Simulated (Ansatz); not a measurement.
**Chromium, bcc under PBE: testing the k-point mesh**

Aim: find which k-point mesh is enough for energy and pressure. The geometry was relaxed under PBE beforehand and stays fixed; 8 values are run, from 2×2×2 to 22×22×22. Wanted are the values from which on the energy stays within 10 and 1 meV/atom, and the pressure within 0.5 GPa, of the last run. Within the series other settings stay, but some runs also write fields, which adds to their time. Spin polarisation is left out.

Computed with Ansatz 0.2.0 (DFT PBE, plane waves with PAW, scalar-relativistic, unless a step says otherwise).

### 1 The structure to begin with

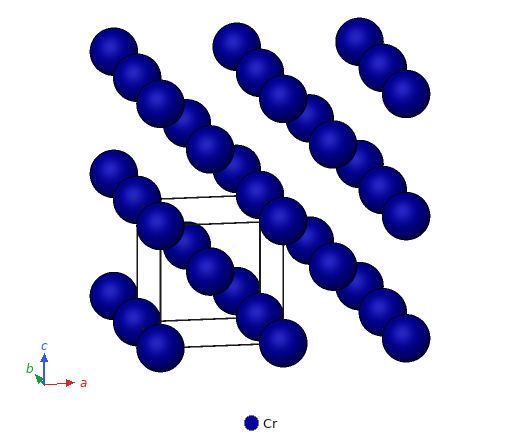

The structure, seen slightly off an axis (chromium blue). 2×2×2 conventional cells are drawn; the run uses a primitive one. Any atoms on the faces are drawn again on the opposite ones.

Structure file:

```cif
data_structure
_symmetry_space_group_name_H-M 'P 1'
_symmetry_Int_Tables_number 1
_cell_length_a 2.4670
_cell_length_b 2.4670
_cell_length_c 2.4670
_cell_angle_alpha 109.471
_cell_angle_beta 109.471
_cell_angle_gamma 109.471
_cell_volume 11.56
loop_
_atom_site_label
_atom_site_type_symbol
_atom_site_fract_x
_atom_site_fract_y
_atom_site_fract_z
_atom_site_occupancy
Cr1 Cr 0.00000 0.00000 0.00000 1
```

### 2 Run at 2×2×2

The run at 2×2×2.

Contents of input.yaml:

```yaml
crystal:
  lattice:
    - [-1.4243177237, 1.4243177237, 1.4243177237]
    - [1.4243177237, -1.4243177237, 1.4243177237]
    - [1.4243177237, 1.4243177237, -1.4243177237]
  atoms:
    - { symbol: Cr, position: [0.0, 0.0, 0.0] }
hamiltonian:
  xc: pbe
  pseudopotentials:
    kind: paw
    azcp:
      Cr: "pseudopotentials/Cr.paw.azcp"
basis:
  ecutwfc: 420
  fft_grid_basis: typed
kpoints:
  mp_grid: { grid: [2, 2, 2], shift: [0, 0, 0] }
magnetization:
  spin_polarized: false
scf:
  occupations: { method: fermi_dirac, width: 0.1 }
  lower_state_search: "off"
output:
  stress: true
  write_density: true
  write_potential: true
  elf: true
  volumetric_format: npy
```

Command:

```console
ansatz run input.yaml --threads 1 --pin off --max-ram 3584MiB --backend cpu --events-out ev --progress --plain --runs-dir out
```

Output, cut to the lines that bear on the results:

```text
[...]
Pseudopotentials: kind: paw
Pseudopotential: Cr, paw, valence charge 14, recommended cutoff 420 eV (normal), <dir>
Functional definition: PBE
[...]
Crystal: 1 atoms, lattice volume = 11.558 Å³
Basis set: ecut = 420 eV, 225 PW (Γ)
Bands: 11, of which v1, the nominal top of the filled ones, is band 7 counted from 1 (6 counted from 0)
Symmetry: 48 space group operations
Space group: Im-3m (ITA 229), of the structure as read, at distance tolerance 2.3e-5 Å
k-points: 3 of 8
[...]
SCF iter   1: F=—  HF=-3376.554087 eV  |F-HF|=—  |Δ(HF+E_count)|=         —  Δρ=1.27e-2  dr2=1.32e-2  ethr=1.77e-3  ⟨swp⟩=4.0  Hψ=157  notcnv=0
[...]
SCF iter   6: F=-3376.555306 eV  HF=-3376.555306 eV  |F-HF|=1.93e-9  |Δ(HF+E_count)|=   3.19e-9  Δρ=5.89e-6  dr2=3.44e-9  ethr=3.25e-10  ⟨swp⟩=4.0  Hψ=143  notcnv=0
[...]
SCF converged after 6 iterations
Free energy (F): -3376.555306 eV
[...]
E sigma→0 (E₀):  -3376.435324 eV
Entropy (-TS):   -0.239964 eV (-239.964 meV/atom)
Fermi energy:    20.540298 eV
[...]
--- Stress (GPa, compression-positive) ---
       10.643934      -0.000000       0.000000
        0.000000      10.643934      -0.000000
        0.000000       0.000000      10.643934
  P = ⅓ Tr σ = 10.6439 GPa (106.439 kbar)
--- Band table (eV) ---
  k-point 0: bands = ["-52.4299", "-23.2070", "-23.2070", "-23.2070", "11.5384", "18.5476", "18.5476", "18.5476", "20.6158", "20.6158", "41.7219"]
[...]
```

It took 0.48 s on 1 thread of Intel Xeon Platinum 8259CL at 2.50GHz (Skylake/Cascade Lake), shared host; peak memory 0.45 GiB.

### 3 Run at 4×4×4

The run at 4×4×4.

Edit input.yaml of step 2 so:

```diff
@@ -17,3 +17,3 @@
 kpoints:
-  mp_grid: { grid: [2, 2, 2], shift: [0, 0, 0] }
+  mp_grid: { grid: [4, 4, 4], shift: [0, 0, 0] }
 magnetization:
@@ -25,5 +25 @@
   stress: true
-  write_density: true
-  write_potential: true
-  elf: true
-  volumetric_format: npy
```

Command:

```console
ansatz run input.yaml --threads 1 --pin off --max-ram 3584MiB --backend cpu --events-out ev --progress --plain --runs-dir out
```

Output, cut to the lines that bear on the results:

```text
[...]
Pseudopotentials: kind: paw
Pseudopotential: Cr, paw, valence charge 14, recommended cutoff 420 eV (normal), <dir>
Functional definition: PBE
[...]
Crystal: 1 atoms, lattice volume = 11.558 Å³
Basis set: ecut = 420 eV, 225 PW (Γ)
Bands: 11, of which v1, the nominal top of the filled ones, is band 7 counted from 1 (6 counted from 0)
Symmetry: 48 space group operations
Space group: Im-3m (ITA 229), of the structure as read, at distance tolerance 2.3e-5 Å
k-points: 8 of 64
[...]
SCF iter   1: F=—  HF=-3377.703993 eV  |F-HF|=—  |Δ(HF+E_count)|=         —  Δρ=1.38e-2  dr2=1.60e-2  ethr=1.77e-3  ⟨swp⟩=4.1  Hψ=438  notcnv=0
[...]
SCF iter   6: F=-3377.700194 eV  HF=-3377.700194 eV  |F-HF|=9.28e-11  |Δ(HF+E_count)|=   1.29e-8  Δρ=1.60e-6  dr2=1.44e-10  ethr=1.65e-10  ⟨swp⟩=1.8  Hψ=268  notcnv=0
[...]
SCF converged after 6 iterations
Free energy (F): -3377.700194 eV
[...]
E sigma→0 (E₀):  -3377.695681 eV
Entropy (-TS):   -0.009025 eV (-9.025 meV/atom)
Fermi energy:    19.549607 eV
[...]
--- Stress (GPa, compression-positive) ---
       -1.086674      -0.000000      -0.000000
        0.000000      -1.086674       0.000000
       -0.000000      -0.000000      -1.086674
  P = ⅓ Tr σ = -1.0867 GPa (-10.867 kbar)
```

It took 0.42 s on 1 thread of Intel Xeon Platinum 8259CL at 2.50GHz (Skylake/Cascade Lake), shared host; peak memory 0.43 GiB.

### 4 Run at 5×5×5

The run at 5×5×5.

Edit input.yaml of step 3 so:

```diff
@@ -17,3 +17,3 @@
 kpoints:
-  mp_grid: { grid: [4, 4, 4], shift: [0, 0, 0] }
+  mp_grid: { grid: [5, 5, 5], shift: [0, 0, 0] }
 magnetization:
@@ -25 +25,5 @@
   stress: true
+  write_density: true
+  write_potential: true
+  elf: true
+  volumetric_format: npy
```

Command:

```console
ansatz run input.yaml --threads 1 --pin off --max-ram 3584MiB --backend cpu --events-out ev --progress --plain --runs-dir out
```

Output, cut to the lines that bear on the results:

```text
[...]
Pseudopotentials: kind: paw
Pseudopotential: Cr, paw, valence charge 14, recommended cutoff 420 eV (normal), <dir>
Functional definition: PBE
[...]
Crystal: 1 atoms, lattice volume = 11.558 Å³
Basis set: ecut = 420 eV, 225 PW (Γ)
Bands: 11, of which v1, the nominal top of the filled ones, is band 7 counted from 1 (6 counted from 0)
Symmetry: 48 space group operations
Space group: Im-3m (ITA 229), of the structure as read, at distance tolerance 2.3e-5 Å
k-points: 10 of 125
[...]
SCF iter   1: F=—  HF=-3377.748797 eV  |F-HF|=—  |Δ(HF+E_count)|=         —  Δρ=2.70e-3  dr2=4.24e-4  ethr=1.77e-3  ⟨swp⟩=3.8  Hψ=545  notcnv=0
[...]
SCF iter   6: F=-3377.749203 eV  HF=-3377.749203 eV  |F-HF|=7.73e-12  |Δ(HF+E_count)|=  1.73e-11  Δρ=3.97e-7  dr2=1.38e-11  ethr=3.57e-12  ⟨swp⟩=3.7  Hψ=429  notcnv=0
[...]
SCF converged after 6 iterations
Free energy (F): -3377.749203 eV
[...]
E sigma→0 (E₀):  -3377.730964 eV
Entropy (-TS):   -0.036480 eV (-36.480 meV/atom)
Fermi energy:    19.470079 eV
[...]
--- Stress (GPa, compression-positive) ---
       -0.508333       0.000000      -0.000000
       -0.000000      -0.508333      -0.000000
       -0.000000      -0.000000      -0.508333
  P = ⅓ Tr σ = -0.5083 GPa (-5.083 kbar)
--- Band table (eV; the first three rows and the last of 10) ---
  k-point 0: bands = ["-52.4457", "-23.2248", "-23.2248", "-23.2248", "11.5338", "18.5344", "18.5344", "18.5344", "20.6014", "20.6014", "41.7063"]
[...]
```

Run time: 0.63 s. Hardware: 1 thread of Intel Xeon Platinum 8259CL at 2.50GHz (Skylake/Cascade Lake), shared host; peak memory 0.45 GiB.

### 5 Run at 7×7×7

The run at 7×7×7.

Edit input.yaml of step 4 so:

```diff
@@ -17,3 +17,3 @@
 kpoints:
-  mp_grid: { grid: [5, 5, 5], shift: [0, 0, 0] }
+  mp_grid: { grid: [7, 7, 7], shift: [0, 0, 0] }
 magnetization:
@@ -25,5 +25 @@
   stress: true
-  write_density: true
-  write_potential: true
-  elf: true
-  volumetric_format: npy
```

Command:

```console
ansatz run input.yaml --threads 1 --pin off --max-ram 3584MiB --backend cpu --events-out ev --progress --plain --runs-dir out
```

Output, cut to the lines that bear on the results:

```text
[...]
Pseudopotentials: kind: paw
Pseudopotential: Cr, paw, valence charge 14, recommended cutoff 420 eV (normal), <dir>
Functional definition: PBE
[...]
Crystal: 1 atoms, lattice volume = 11.558 Å³
Basis set: ecut = 420 eV, 225 PW (Γ)
Bands: 11, of which v1, the nominal top of the filled ones, is band 7 counted from 1 (6 counted from 0)
Symmetry: 48 space group operations
Space group: Im-3m (ITA 229), of the structure as read, at distance tolerance 2.3e-5 Å
k-points: 20 of 343
[...]
SCF iter   1: F=—  HF=-3377.732225 eV  |F-HF|=—  |Δ(HF+E_count)|=         —  Δρ=4.74e-3  dr2=1.55e-3  ethr=1.77e-3  ⟨swp⟩=4.0  Hψ=1076  notcnv=0
[...]
SCF iter   6: F=-3377.732385 eV  HF=-3377.732385 eV  |F-HF|=2.23e-11  |Δ(HF+E_count)|=   5.74e-9  Δρ=7.30e-7  dr2=3.59e-11  ethr=1.48e-11  ⟨swp⟩=1.1  Hψ=610  notcnv=0
[...]
SCF converged after 6 iterations
Free energy (F): -3377.732385 eV
[...]
E sigma→0 (E₀):  -3377.715581 eV
Entropy (-TS):   -0.033610 eV (-33.610 meV/atom)
Fermi energy:    19.504522 eV
[...]
--- Stress (GPa, compression-positive) ---
       -0.107884       0.000000       0.000000
       -0.000000      -0.107884      -0.000000
       -0.000000       0.000000      -0.107884
  P = ⅓ Tr σ = -0.1079 GPa (-1.079 kbar)
```

It took 0.65 s on 1 thread of Intel Xeon Platinum 8259CL at 2.50GHz (Skylake/Cascade Lake), shared host; peak memory 0.44 GiB.

### 6 Run at 9×9×9

The run at 9×9×9.

Edit input.yaml of step 5 so:

```diff
@@ -17,3 +17,3 @@
 kpoints:
-  mp_grid: { grid: [7, 7, 7], shift: [0, 0, 0] }
+  mp_grid: { grid: [9, 9, 9], shift: [0, 0, 0] }
 magnetization:
```

Command:

```console
ansatz run input.yaml --threads 1 --pin off --max-ram 3584MiB --backend cpu --events-out ev --progress --plain --runs-dir out
```

Output, cut to the lines that bear on the results:

```text
[...]
Pseudopotentials: kind: paw
Pseudopotential: Cr, paw, valence charge 14, recommended cutoff 420 eV (normal), <dir>
Functional definition: PBE
[...]
Crystal: 1 atoms, lattice volume = 11.558 Å³
Basis set: ecut = 420 eV, 225 PW (Γ)
Bands: 11, of which v1, the nominal top of the filled ones, is band 7 counted from 1 (6 counted from 0)
Symmetry: 48 space group operations
Space group: Im-3m (ITA 229), of the structure as read, at distance tolerance 2.3e-5 Å
k-points: 35 of 729
[...]
SCF iter   1: F=—  HF=-3377.757839 eV  |F-HF|=—  |Δ(HF+E_count)|=         —  Δρ=2.92e-3  dr2=1.36e-4  ethr=1.77e-3  ⟨swp⟩=3.9  Hψ=1899  notcnv=0
[...]
SCF iter   6: F=-3377.758330 eV  HF=-3377.758330 eV  |F-HF|=7.74e-10  |Δ(HF+E_count)|=   3.27e-9  Δρ=3.54e-6  dr2=1.07e-9  ethr=1.37e-10  ⟨swp⟩=2.0  Hψ=1180  notcnv=0
[...]
SCF converged after 6 iterations
Free energy (F): -3377.758330 eV
[...]
E sigma→0 (E₀):  -3377.746686 eV
Entropy (-TS):   -0.023289 eV (-23.289 meV/atom)
Fermi energy:    19.431843 eV
[...]
--- Stress (GPa, compression-positive) ---
       -0.182832      -0.000000       0.000000
        0.000000      -0.182832       0.000000
        0.000000      -0.000000      -0.182832
  P = ⅓ Tr σ = -0.1828 GPa (-1.828 kbar)
```

Run time: 0.69 s. Hardware: 1 thread of Intel Xeon Platinum 8259CL at 2.50GHz (Skylake/Cascade Lake), shared host; peak memory 0.44 GiB.

### 7 Run at 12×12×12

The run at 12×12×12.

Edit input.yaml of step 6 so:

```diff
@@ -17,3 +17,3 @@
 kpoints:
-  mp_grid: { grid: [9, 9, 9], shift: [0, 0, 0] }
+  mp_grid: { grid: [12, 12, 12], shift: [0, 0, 0] }
 magnetization:
@@ -25 +25,5 @@
   stress: true
+  write_density: true
+  write_potential: true
+  elf: true
+  volumetric_format: npy
```

Command:

```console
ansatz run input.yaml --threads 1 --pin off --max-ram 3584MiB --backend cpu --events-out ev --progress --plain --runs-dir out
```

Output, cut to the lines that bear on the results:

```text
[...]
Pseudopotentials: kind: paw
Pseudopotential: Cr, paw, valence charge 14, recommended cutoff 420 eV (normal), <dir>
Functional definition: PBE
[...]
Crystal: 1 atoms, lattice volume = 11.558 Å³
Basis set: ecut = 420 eV, 225 PW (Γ)
Bands: 11, of which v1, the nominal top of the filled ones, is band 7 counted from 1 (6 counted from 0)
Symmetry: 48 space group operations
Space group: Im-3m (ITA 229), of the structure as read, at distance tolerance 2.3e-5 Å
k-points: 72 of 1728
[...]
SCF iter   1: F=—  HF=-3377.748529 eV  |F-HF|=—  |Δ(HF+E_count)|=         —  Δρ=2.54e-3  dr2=3.06e-4  ethr=1.77e-3  ⟨swp⟩=3.9  Hψ=3884  notcnv=0
[...]
SCF iter   6: F=-3377.748969 eV  HF=-3377.748969 eV  |F-HF|=1.18e-11  |Δ(HF+E_count)|=   6.89e-9  Δρ=5.55e-7  dr2=2.09e-11  ethr=9.53e-12  ⟨swp⟩=3.5  Hψ=3434  notcnv=0
[...]
SCF converged after 6 iterations
Free energy (F): -3377.748969 eV
[...]
E sigma→0 (E₀):  -3377.738072 eV
Entropy (-TS):   -0.021794 eV (-21.794 meV/atom)
Fermi energy:    19.412160 eV
[...]
--- Stress (GPa, compression-positive) ---
       -0.276792       0.000000      -0.000000
        0.000000      -0.276792       0.000000
        0.000000      -0.000000      -0.276792
  P = ⅓ Tr σ = -0.2768 GPa (-2.768 kbar)
--- Band table (eV; the first three rows and the last of 72) ---
  k-point 0: bands = ["-52.4460", "-23.2251", "-23.2251", "-23.2251", "11.5338", "18.5340", "18.5340", "18.5340", "20.6011", "20.6011", "41.7065"]
[...]
```

Wall time 1.6 s (1 thread of Intel Xeon Platinum 8259CL at 2.50GHz (Skylake/Cascade Lake), shared host); peak memory 0.46 GiB.

### 8 Run at 16×16×16

The run at 16×16×16.

Edit input.yaml of step 7 so:

```diff
@@ -17,3 +17,3 @@
 kpoints:
-  mp_grid: { grid: [12, 12, 12], shift: [0, 0, 0] }
+  mp_grid: { grid: [16, 16, 16], shift: [0, 0, 0] }
 magnetization:
```

Command:

```console
ansatz run input.yaml --threads 1 --pin off --max-ram 3584MiB --backend cpu --events-out ev --progress --plain --runs-dir out
```

Output, cut to the lines that bear on the results:

```text
[...]
Pseudopotentials: kind: paw
Pseudopotential: Cr, paw, valence charge 14, recommended cutoff 420 eV (normal), <dir>
Functional definition: PBE
[...]
Crystal: 1 atoms, lattice volume = 11.558 Å³
Basis set: ecut = 420 eV, 225 PW (Γ)
Bands: 11, of which v1, the nominal top of the filled ones, is band 7 counted from 1 (6 counted from 0)
Symmetry: 48 space group operations
Space group: Im-3m (ITA 229), of the structure as read, at distance tolerance 2.3e-5 Å
k-points: 145 of 4096
[...]
SCF iter   1: F=—  HF=-3377.748447 eV  |F-HF|=—  |Δ(HF+E_count)|=         —  Δρ=2.39e-3  dr2=7.69e-5  ethr=1.77e-3  ⟨swp⟩=3.9  Hψ=7767  notcnv=0
[...]
SCF iter   6: F=-3377.748974 eV  HF=-3377.748974 eV  |F-HF|=4.55e-10  |Δ(HF+E_count)|=   1.18e-9  Δρ=2.90e-6  dr2=6.54e-10  ethr=6.60e-11  ⟨swp⟩=4.1  Hψ=6626  notcnv=0
[...]
SCF converged after 6 iterations
Free energy (F): -3377.748974 eV
[...]
E sigma→0 (E₀):  -3377.737783 eV
Entropy (-TS):   -0.022382 eV (-22.382 meV/atom)
Fermi energy:    19.407674 eV
[...]
--- Stress (GPa, compression-positive) ---
       -0.043418       0.000000      -0.000000
        0.000000      -0.043418      -0.000000
        0.000000      -0.000000      -0.043418
  P = ⅓ Tr σ = -0.0434 GPa (-0.434 kbar)
--- Band table (eV; the first three rows and the last of 145) ---
  k-point 0: bands = ["-52.4635", "-23.2420", "-23.2420", "-23.2420", "11.5333", "18.5215", "18.5215", "18.5215", "20.5874", "20.5874", "41.7077"]
[...]
```

It took 2.4 s on 1 thread of Intel Xeon Platinum 8259CL at 2.50GHz (Skylake/Cascade Lake), shared host; peak memory 0.48 GiB.

### 9 Run at 22×22×22

The run at 22×22×22.

Edit input.yaml of step 8 so:

```diff
@@ -17,3 +17,3 @@
 kpoints:
-  mp_grid: { grid: [16, 16, 16], shift: [0, 0, 0] }
+  mp_grid: { grid: [22, 22, 22], shift: [0, 0, 0] }
 magnetization:
@@ -25,5 +25 @@
   stress: true
-  write_density: true
-  write_potential: true
-  elf: true
-  volumetric_format: npy
```

Command:

```console
ansatz run input.yaml --threads 1 --pin off --max-ram 3584MiB --backend cpu --events-out ev --progress --plain --runs-dir out
```

Output, cut to the lines that bear on the results:

```text
[...]
Pseudopotentials: kind: paw
Pseudopotential: Cr, paw, valence charge 14, recommended cutoff 420 eV (normal), <dir>
Functional definition: PBE
[...]
Crystal: 1 atoms, lattice volume = 11.558 Å³
Basis set: ecut = 420 eV, 225 PW (Γ)
Bands: 11, of which v1, the nominal top of the filled ones, is band 7 counted from 1 (6 counted from 0)
Symmetry: 48 space group operations
Space group: Im-3m (ITA 229), of the structure as read, at distance tolerance 2.3e-5 Å
k-points: 328 of 10648
[...]
SCF iter   1: F=—  HF=-3377.746806 eV  |F-HF|=—  |Δ(HF+E_count)|=         —  Δρ=2.51e-3  dr2=1.01e-4  ethr=1.77e-3  ⟨swp⟩=4.0  Hψ=17566  notcnv=0
[...]
SCF iter   6: F=-3377.747323 eV  HF=-3377.747323 eV  |F-HF|=3.86e-10  |Δ(HF+E_count)|=  9.57e-10  Δρ=2.75e-6  dr2=5.81e-10  ethr=5.88e-11  ⟨swp⟩=1.8  Hψ=9976  notcnv=0
[...]
SCF converged after 6 iterations
Free energy (F): -3377.747323 eV
[...]
E sigma→0 (E₀):  -3377.734846 eV
Entropy (-TS):   -0.024954 eV (-24.954 meV/atom)
Fermi energy:    19.431272 eV
[...]
--- Stress (GPa, compression-positive) ---
        0.000802       0.000000      -0.000000
        0.000000       0.000802      -0.000000
        0.000000      -0.000000       0.000802
  P = ⅓ Tr σ = 0.0008 GPa (0.008 kbar)
```

Wall time 3.5 s (1 thread of Intel Xeon Platinum 8259CL at 2.50GHz (Skylake/Cascade Lake), shared host); peak memory 0.52 GiB.

### 10 All values side by side

Energies count from the run at 22×22×22.

```csv
k-mesh,k-points,E(σ → 0) (meV/atom),P (GPa),SCF cycles,CPU time
2×2×2,3,1299.52,10.64,6,0.47 s
4×4×4,8,39.17,-1.09,6,0.42 s
5×5×5,10,3.88,-0.51,6,0.62 s
7×7×7,20,19.27,-0.11,6,0.65 s
9×9×9,35,-11.84,-0.18,6,0.69 s
12×12×12,72,-3.23,-0.28,6,1.6 s
16×16×16,145,-2.94,-0.04,6,2.4 s
22×22×22,328,0.00,0.00,6,3.5 s
```

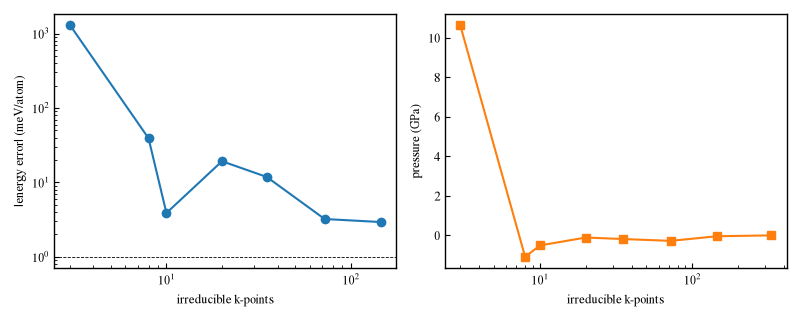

Energy and pressure against the k-point mesh; the dashed line marks 1 meV/atom.

### 11 Outcome

| quantity | value |
| --- | --- |
| E(σ → 0) stays within 10 meV/atom of 22×22×22 | from 12×12×12 on |
| E(σ → 0) stays within 1 meV/atom | not reached before 22×22×22 |
| pressure stays within 0.5 GPa | from 7×7×7 on |
| pressure at 22×22×22 | 0.00 GPa |
| CPU time, dearest over cheapest | 8.4 |
| energy of a separate run on a finer mesh (25×25×25) | -0.5 meV/atom from 22×22×22 |

What this shows: At 2×2×2 the energy differs by +1300 meV/atom and the pressure by +10.6 GPa. The error changes sign along the series: k-point sums are not variational. The energy has not settled to 1 meV/atom before the last mesh. A Fermi surface needs many points. A run on a finer mesh agrees with the yardstick to 1 meV/atom. The cell taken over is 4 % smaller than the measured one (11.99 Å³/atom, COD).
